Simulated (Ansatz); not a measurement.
## TiCo2: geometry relaxation (part 1 of 4)

The run: geometry relaxation of TiCo2 (6 atoms in the cell). Method and program: DFT r2SCAN, scalar-relativistic, plane waves, PAW, spin-polarised (Ansatz 0.2.0).

The structure derives from an entry of the Crystallography Open Database. Figures and captions count atoms from 1; the log counts them from 0 in places.

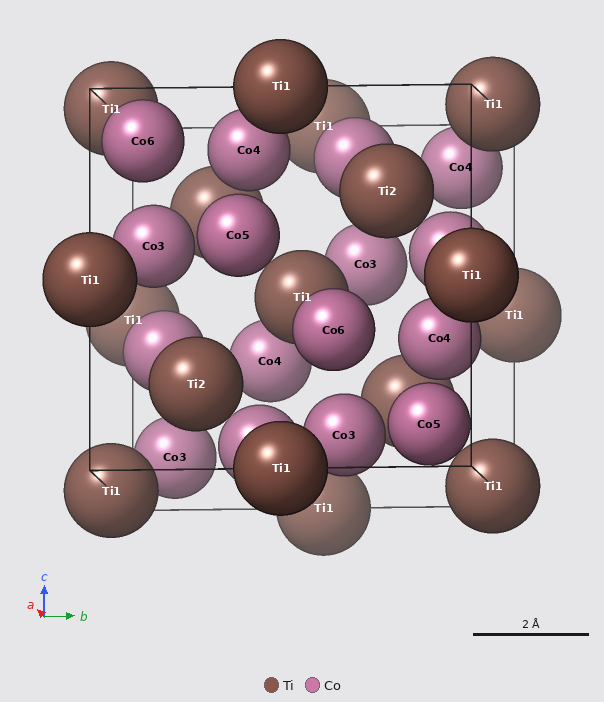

Figure 1. The input geometry (spheres-only view of the cell 4 times as large as that of the calculation, set on its symmetry axes, seen at an oblique angle; atoms are numbered from 1 in the order of the input). An atom can appear more than once, as a periodic image.

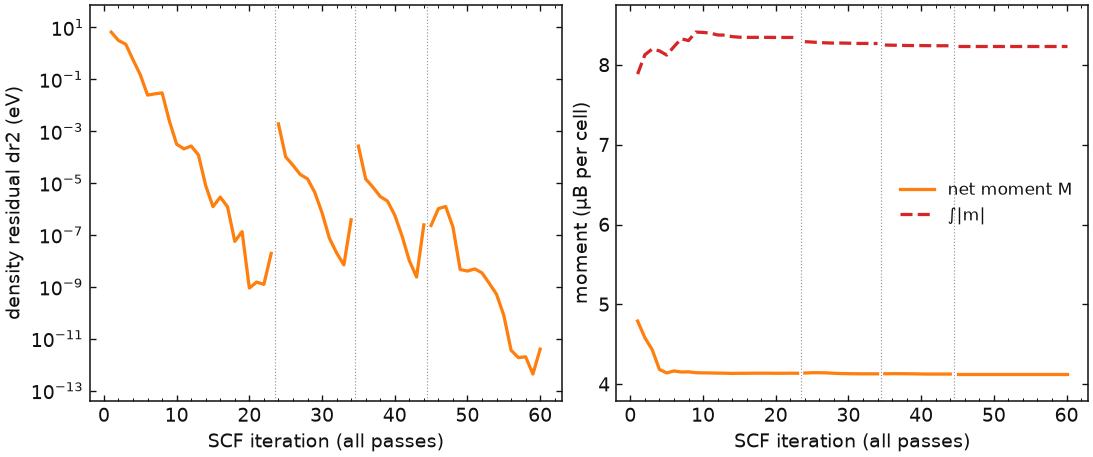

Figure 2. Convergence of the self-consistent field: density residual dr2 and magnetic moment against the SCF iteration. The dotted lines part the SCF passes of the relaxation: geometry steps, rejected trials and re-solves on a re-selected basis. The passes take 23, 11, 10 and 16 iterations. The net moment goes from 4.8 to 4.1 μB per cell.

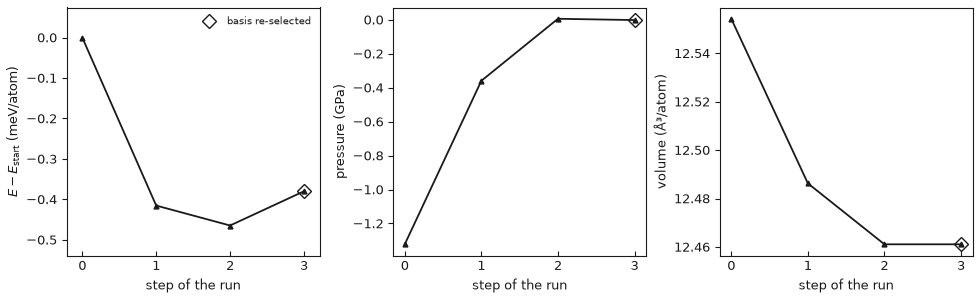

Figure 3. Progress of the relaxation, step by step (the first geometry is step 0 here and step 1 in the log). The energy falls by 0.5 meV per atom in 2 geometry steps. All forces vanish by symmetry, so only the cell relaxes. Pressure: −1.32 GPa at the start and 0.00 GPa at the end. No atom moves by more than 0.005 Å relative to the cell. The volume changes by −0.7 %, with a = b = c 6.704 → 6.687 Å (−0.2 %). Among the contacts that change: Ti1–Ti2 2.903 → 2.896 Å, Ti1–Co3 2.779 → 2.772 Å, Co3–Co4 2.370 → 2.364 Å. The space group stays Fd-3m (No. 227). A last SCF at the same geometry on a re-selected plane-wave basis shifts the energy by +0.1 meV per atom. (Atoms are counted from 1 in the order of the input.)

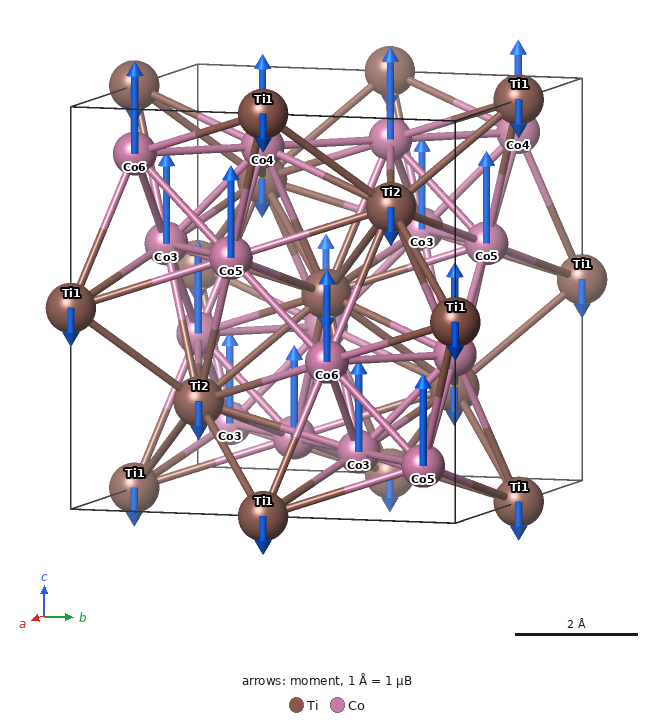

Figure 4. Magnetic moments of the sites as blue arrows (ball-and-stick view of the cell 4 times as large as that of the calculation, set on its symmetry axes, seen slightly off an axis; atoms are numbered from 1 in the order of the input); small moments hardly show. The run is collinear, so the axis drawn is arbitrary. Site moments: all 4 Co atoms (1.54 μB); Ti1, Ti2 (−0.65 μB). They are counted near the atoms and needn't add up to the moment of the cell.

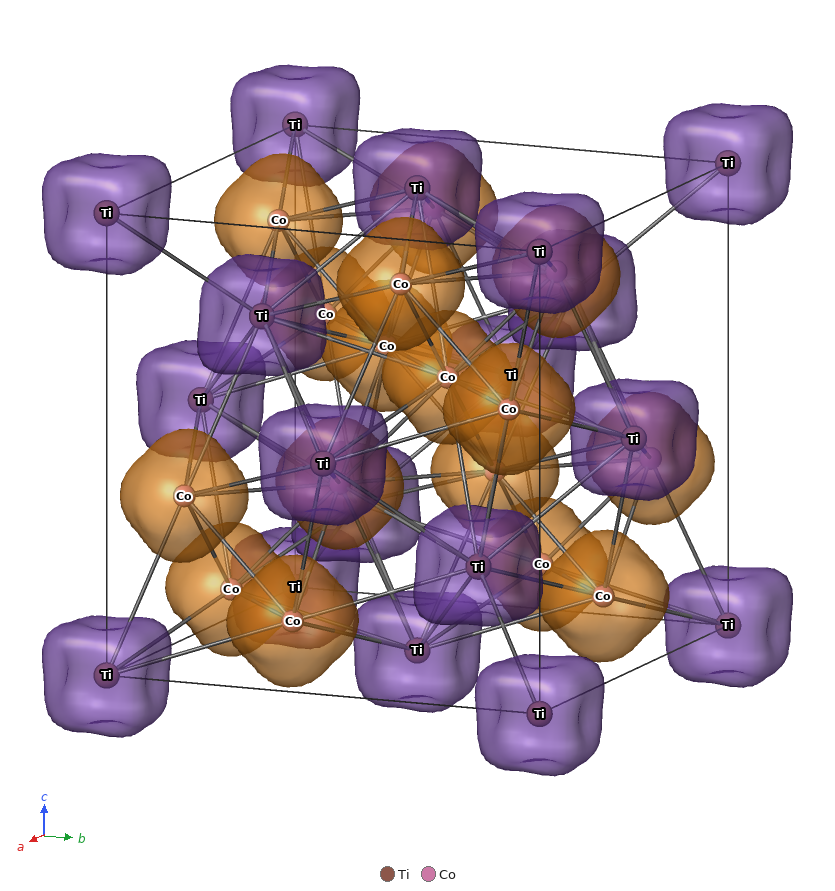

Figure 5. Isosurfaces of the magnetisation density (up minus down) at +0.06 (orange) and −0.06 e/Å³ (purple), seen slightly off an axis. Sticks mark near contacts. The outline is the cell set on symmetry axes of the magnetic structure. The spin density sits on Ti: −0.6 μB (×8); Co: +1.5 μB (×16) in one cell of 24 atoms: ferrimagnetic. The cell of the calculation (6 atoms) carries 4.1 μB net. Core electrons are frozen (PAW), so the fields are smoothed inside the atomic spheres.

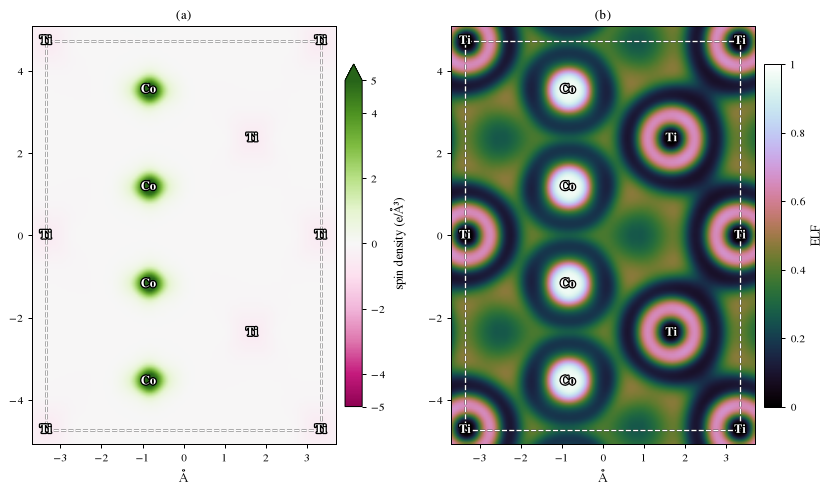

Figure 6. (a) spin density; (b) ELF on the (110) plane of the conventional cell of the magnetic structure. Atoms in the plane: Ti and Co. Co–Co (2.36 Å): the ELF is about 0.25 at the midpoint (no shared electron pair). Ti–Co (2.77 Å): the ELF is about 0.30 at the midpoint (no shared electron pair). Ti–Ti (2.90 Å): the ELF is about 0.15 at the midpoint (no localised pair between them). The strong features right at Ti and Co lie inside the PAW spheres (semicore, d or f shells) and say nothing about bonding. The spin density sits on Ti: −0.6 μB (×8); Co: +1.5 μB (×16) in one cell of 24 atoms: ferrimagnetic. The cell of the calculation (6 atoms) carries 4.1 μB net.

The input that produced these results follows, with the program's output.

## Input
```yaml
crystal:
  lattice:
    - [0.0, 3.352, 3.352]
    - [3.352, 0.0, 3.352]
    - [3.352, 3.352, 0.0]
  atoms:
    - { symbol: Ti, position: [0.5, 0.5, 0.5], spin: -0.75 }
    - { symbol: Ti, position: [0.75, 0.75, 0.75], spin: -0.75 }
    - { symbol: Co, position: [0.125, 0.125, 0.125], spin: 1.7 }
    - { symbol: Co, position: [0.625, 0.125, 0.125], spin: 1.7 }
    - { symbol: Co, position: [0.125, 0.125, 0.625], spin: 1.7 }
    - { symbol: Co, position: [0.125, 0.625, 0.125], spin: 1.7 }
basis:
  ecutwfc: 500
kpoints:
  mp_grid: { grid: [10, 10, 10] }
hamiltonian:
  xc: r2scan
scf:
  occupations: { method: gaussian, width: 0.1 }
output:
  forces: true
  stress: true
  eigenvalues: true
  populations: true
  write_density: true
  write_potential: true
  elf: true
  volumetric_format: npy
magnetization:
  spin_polarized: true
relax:
  adjacent_minimum: "off"
  f_tol: 0.005
  max_steps: 80
  cell: { stress_tol: 0.05 }
```

Command:
```bash
ansatz run input.yaml --threads 1 --pin off --max-ram 2560MiB --backend cpu --events-out ev --progress --plain --runs-dir out
```

## Log
```
Engine: ansatz 0.2.0, x86_64-unknown-linux-gnu
Pseudopotentials: kind: paw
Pseudopotential: Ti, paw, valence charge 12, recommended cutoff 500 eV (meta_gga), Ti.paw.azcp
Pseudopotential: Co, paw, valence charge 17, recommended cutoff 500 eV (meta_gga), Co.paw.azcp
Functional definition: r2SCAN
  parameter k0 = 0.174
  parameter k1 = 0.065
  parameter a1 = 4.9479
  exchange = r2scan_x(k0 = k0, k1 = k1, a1 = a1)
  correlation = r2scan_c
Crystal: 6 atoms, lattice volume = 75.326 Å³
Basis set: ecut = 500 eV, 1917 PW (Γ), exchange–correlation on 144×144×144 points (64 copies of the dense FFT grid, shifted against one another)
Bands: 61, of which v1, the nominal top of the filled ones, is band 46 counted from 1 (45 counted from 0)
Symmetry: 48 space group operations
Space group: Fd-3m (ITA 227), of the structure as read, at distance tolerance 4.2e-5 Å
Magnetic group: BNS 227.128 (UNI 1630), of the structure as read, at distance tolerance 4.2e-5 Å
k-points: 47 of 1000
Non-local potential: Ti, projectors of the file, l = 0: 3, l = 1: 2, l = 2: 3, l = 3: 1
Non-local potential: Co, projectors of the file, l = 0: 3, l = 1: 2, l = 2: 3, l = 3: 1
PAW form: soft (Blöchl's): semilocal exchange-correlation on the pseudo side does not see the compensation charge
PAW frozen core: Ti, regenerated for the run's functional (the file was generated under x = pbe(κ = 0.804, μ = 0.2195149727645171), c = pbe(β = 0.06672455060314922))
PAW frozen core: Co, regenerated for the run's functional (the file was generated under x = pbe(κ = 0.804, μ = 0.2195149727645171), c = pbe(β = 0.06672455060314922))
PAW one-centre angular grid: Ti, 590 points (default); XC on 160 Gauss nodes
PAW one-centre angular grid: Co, 590 points (default); XC on 160 Gauss nodes
Initial density: superposition of atomic densities (chi_scale 0.1, normalization cell)
Starting moments: Σ|m| = 8.3 μB on 6 of 6 sites
Initial wavefunctions: pseudopotential atomic-orbital guess
Functional: x = r2scan, c = r2scan; τ floored in thin density (d = 2e-4 eV/Å³)
```
